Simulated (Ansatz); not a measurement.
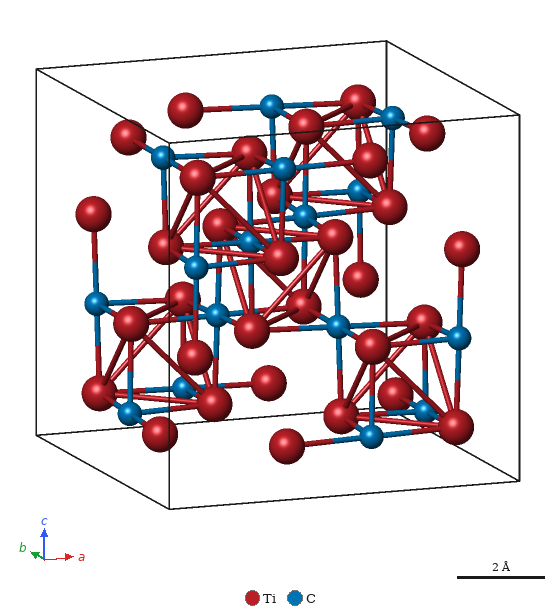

Reference structure: crystalline Ti₂C (set up in Fd-3m). The picture is a ball-and-stick view of the conventional cell (4 times the calculation's cell), seen slightly off an axis. Lengths and directions refer to the drawn axes.

All numbers below come from Ansatz, DFT r2SCAN, scalar-relativistic, plane waves, PAW. (plane-wave cutoff 500 eV; k-point mesh 8 × 8 × 8; occupations gaussian; smearing width 0.1 eV; no spin polarisation)

The variant: The volume is changed by +6.0 %. The atoms are relaxed in that cell.

### What is the effect?

The volume changes by +6.0 %, with a = b = c 8.620 → 8.789 Å (+2.0 %). The largest moves relative to the cell, 0.029 Å, are those of Ti atoms. C stays in place. Some distances before and after: C–Ti 2.102 → 2.128 Å, Ti–Ti 2.894 → 2.903 Å. The space group stays Fd-3m (No. 227). The energy rises by 20.0 meV per atom. The pressure goes from 0.0 to −7.6 GPa.

Drawn alike, the variant:

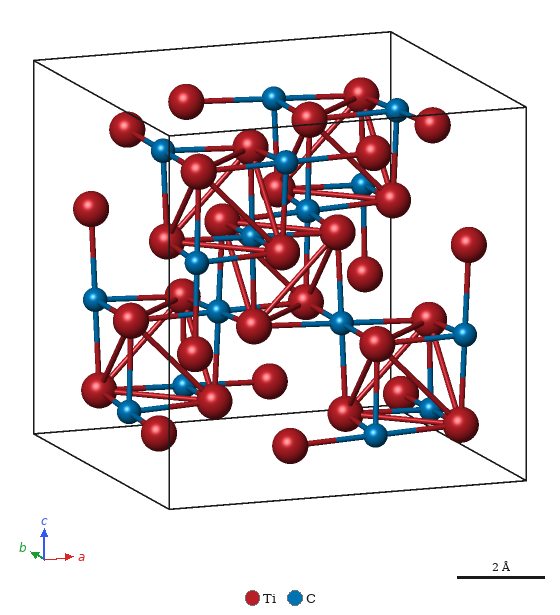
